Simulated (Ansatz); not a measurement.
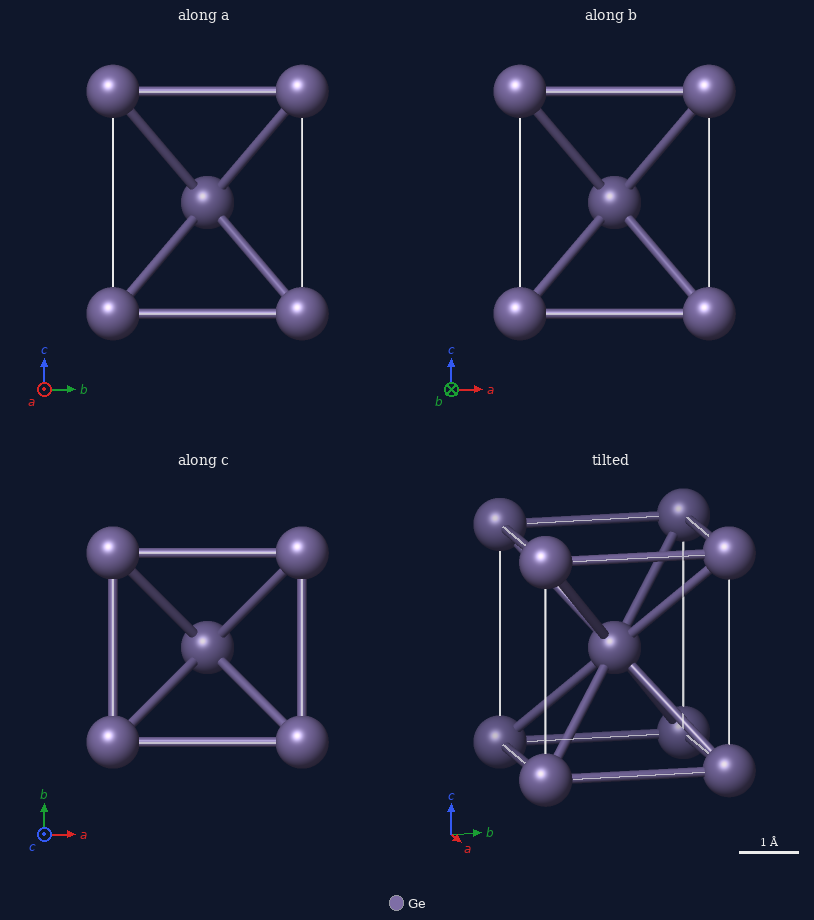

This ball-and-stick model is shown along the a axis, along the b axis, along the c axis and slightly off an axis. Thin lines show the conventional unit cell, with boundary atoms drawn in all their periodic places.

Lattice parameters: a = 3.2045 Å, b = 3.2045 Å, c = 3.7702 Å, α = 90.000°, β = 90.000°, γ = 90.000°.

**Put the structure into a CIF in P1 with every atom of the cell.**

```cif
data_structure
_symmetry_space_group_name_H-M 'P 1'
_symmetry_Int_Tables_number 1
_cell_length_a 3.2045
_cell_length_b 3.2045
_cell_length_c 3.7702
_cell_angle_alpha 90.000
_cell_angle_beta 90.000
_cell_angle_gamma 90.000
_cell_volume 38.72
loop_
_atom_site_label
_atom_site_type_symbol
_atom_site_fract_x
_atom_site_fract_y
_atom_site_fract_z
_atom_site_occupancy
Ge1 Ge 0.0000 0.0000 0.0000 1
Ge2 Ge 0.5000 0.5000 0.5000 1
```

The structure comes from a structure type filled with this element by a generator (whether the element takes this form wasn't checked). It is drawn as it came out of a relaxation with DFT PBE, scalar-relativistic, plane waves, PAW (Ansatz).
